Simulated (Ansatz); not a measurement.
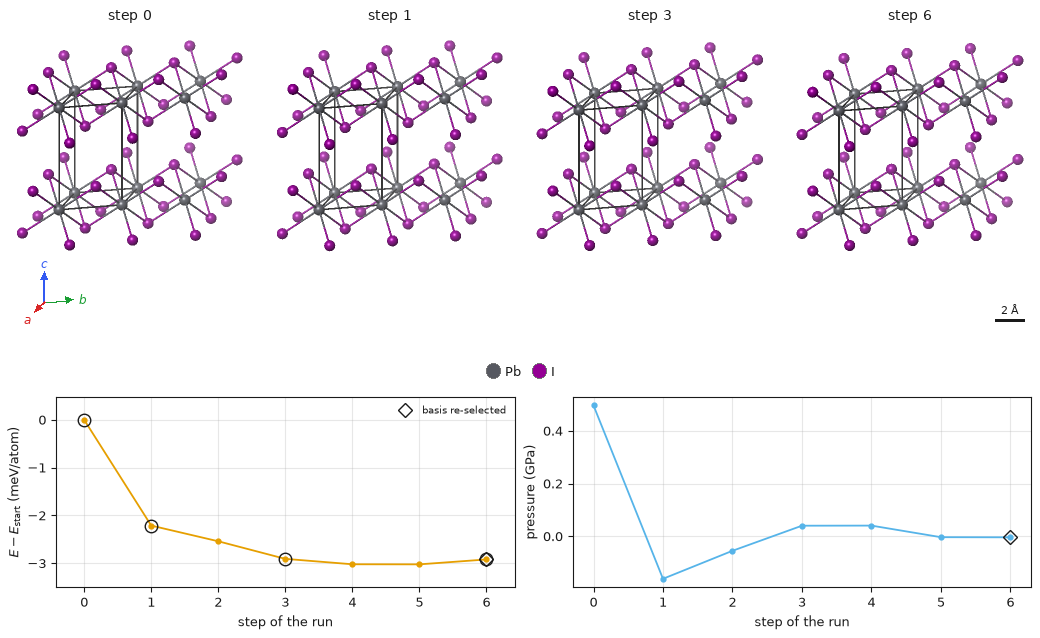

Frames of a relaxation of crystalline PbI2 (built on the CdI2 type), marked on the history of the run. A ball-and-stick model of the cell of the calculation, repeated 1 × 2 × 1 with one cell outlined, seen slightly off an axis.

The calculation used DFT PBEsol, scalar-relativistic, plane waves, PAW in Ansatz. Set-up: plane-wave cutoff 420 eV; k-point mesh 10 × 10 × 6; occupations gaussian; smearing width 0.05 eV; no spin polarisation; cell and atoms relaxed; force threshold 0.01 eV/Å; at most 60 steps.

Q: Describe the path.

A: The largest moves relative to the cell, 0.078 Å, are those of I atoms. Pb stays in place. Cell: a = b 4.521 → 4.543 Å (+0.5 %), c 7.293 → 7.074 Å (−3.0 %). Volume −2.1 %. Near-neighbour distances that change, for instance: I–Pb 3.192 → 3.216 Å. The space group stays P-3m1 (No. 164). Over 5 accepted moves (6 points after the start) the energy falls by 2.9 meV per atom. The largest force component goes from 0.15 to 0.0015 eV/Å. The pressure goes from 0.50 to 0.00 GPa. The SCF was repeated once at an unchanged geometry on a basis and grid sized afresh for the cell, which shifted the energy by 0.1 meV per atom at most. Cost: 34 s on 4 threads of Intel(R) Xeon(R) Platinum 8259CL CPU @ 2.50GHz (Skylake/Cascade Lake) (shared host), peak memory 0.66 GiB. From step 0 to 1: I atoms move most (0.06 Å), volume −0.6 %, energy −2.2 meV per atom. From step 1 to 3: volume −1.1 %, energy −0.7 meV per atom. From step 3 to 6: volume −0.4 %, energy 0.0 meV per atom.

Limits of the set-up: layers or molecules are held without a dispersion correction, so their spacing is unreliable.
